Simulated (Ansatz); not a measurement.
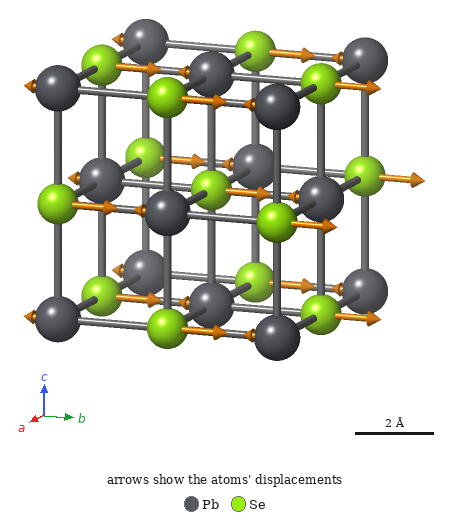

One vibrational mode of a crystal of PbSe at the zone centre. Displacements are drawn as orange arrows; their common scale and sign are arbitrary. Style: ball-and-stick. Shown: the conventional cell (4 times the calculation's cell), slightly off an axis. Lengths and directions refer to the drawn axes.

Computed with DFT PBEsol, scalar-relativistic, plane waves, PAW (Ansatz).

Input
```yaml
crystal:
  lattice:
    - [0.0, 3.0515521522, 3.0515521522]
    - [3.0515521522, 0.0, 3.0515521522]
    - [3.0515521522, 3.0515521522, 0.0]
  atoms:
    - { symbol: Pb, position: [0.0, 0.0, 0.0] }
    - { symbol: Se, position: [0.5, 0.5, 0.5] }
basis:
  ecutwfc: 420
kpoints:
  mp_grid: { grid: [10, 10, 10] }
hamiltonian:
  xc: pbesol
scf:
  occupations: { method: gaussian, width: 0.01 }
output:
  eigenvalues: true
phonons:
  method: dfpt
  eigenvectors: true
```

Run as
```bash
ansatz run input.yaml --threads 1 --pin off --max-ram 4096MiB --backend cpu --events-out ev --progress --plain --runs-dir out
```

Frequencies are those without the non-analytic (LO–TO) term.

> Describe the mode and give its frequency.

This is the T₁u mode (triply degenerate; one member of the set is drawn) at 45 cm⁻¹, the only optical level, infrared-active by symmetry. The Se sublattice moves against the Pb sublattice, along b; it stretches the shortest Pb–Se bonds (3.05 Å); the kinetic energy is shared as Se 72 %, Pb 28 %.
